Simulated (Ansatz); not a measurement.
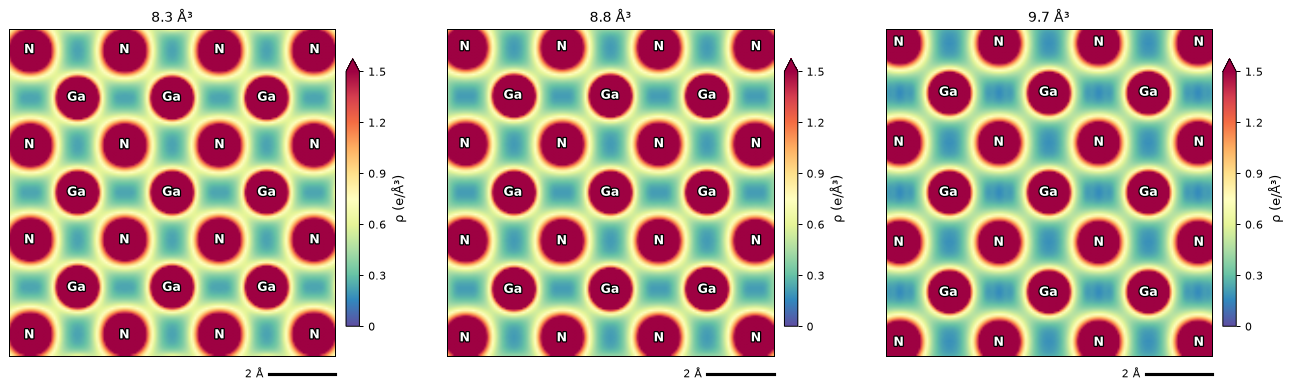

GaN. The valence charge density (pseudo) of cells scaled evenly to different volumes (given per atom above each panel), on the (101) plane of each (indices in the axes of the cell below), at one length scale and on one colour scale.

Started from the rocksalt prototype, which need not be the ambient phase.

The calculation used Ansatz 0.2.0, DFT, HSE06, plane waves, PAW.

In a PAW calculation such maps are meaningful between the atoms, not at the nuclei.

The largest cell:

```
Ga N
1.0
     0.00000    2.15069    2.15069
     2.15069    0.00000    2.15069
     2.15069    2.15069    0.00000
Ga N
1 1
Direct
  0.00000 0.00000 0.00000
  0.50000 0.50000 0.50000
```

| volume (Å³/atom) | Ga–N contact in the plane (Å) | ρ at its midpoint (e/Å³) | pressure (GPa) | gap on the mesh (eV) | 
| --- | --- | --- | --- | --- |
| 8.29 | 2.024 | 0.616 | 37.8 | 2.86 | 
| 8.56 | 2.045 | ? | ? | ? | 
| 8.82 | 2.066 | 0.566 | 15.5 | 2.37 | 
| 9.66 | 2.130 | 0.502 | −8.2 | 1.67 | 
| 9.95 | 2.151 | 0.480 | −14.1 | 1.46 | 

What values belong in the row with question marks?

Over the known rows ln ρ falls by 1.95 per Å of Ga–N distance (a least-squares line), which gives 0.591 e/Å³ at 2.045 Å; the calculation gives 0.591 e/Å³. For the pressure, a straight line in volume between the neighbouring rows gives 26.4 GPa; the calculation gives 25.9, lower because pressure rises ever faster on compression. For the gap on the mesh, a straight line in volume between the neighbouring rows gives 2.61 eV; the calculation gives 2.61.
